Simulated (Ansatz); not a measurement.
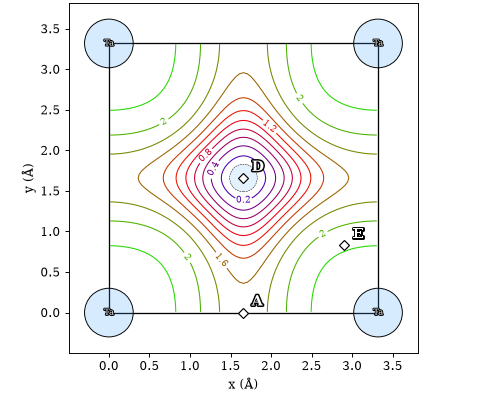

S on a Ta(100) slab cut from the Im-3m phase, its upper half relaxed before the scan (16 atoms of substrate and one adsorbate in a 2 × 2 cell). 
- S is moved over the surface cell; relaxed at each place: the height of the adsorbate's atoms; substrate rigid; the origin of the map has the adsorbate above Ta13.
- Places are given modulo a cell vector. The map is drawn in real space over the plane of the surface.
- The grid has 8 × 8 points; 15 points were computed and 49 follow by symmetry.
- Places are given in fractions of the 1 × 1 surface cell.
- Energies: eV, counted from the lowest grid point.
- All numbers below come from DFT PBE, scalar-relativistic, plane waves, PAW (Ansatz). Settings: cutoff 420 eV, k-mesh 4×4×1, gaussian smearing 0.1 eV, no spin polarisation.

The picture shows contour lines labelled in eV, labelled circles for the atoms of the top layer and small ones for the second layer, the outline of one cell of the plane, lettered points. Between grid points the surface is interpolated.

Q: Is E the lowest point of the computed grid?

A: No. E lies 2.17 eV above the lowest grid point, which is at a fourfold hollow over a second-layer Ta atom, (4/8, 4/8) of the cell vectors.

Q: Rank the lettered points by energy, lowest first.

A: D (0.00 eV), A (1.66 eV), E (2.17 eV).

Q: What kind of point is each of A, D, E: minimum, saddle, maximum or slope?

A: A: saddle point; D: minimum; E: on a slope. (In these two coordinates alone; a stationary point may lie a little off the grid point.)

PAW datasets: the set soft_1.
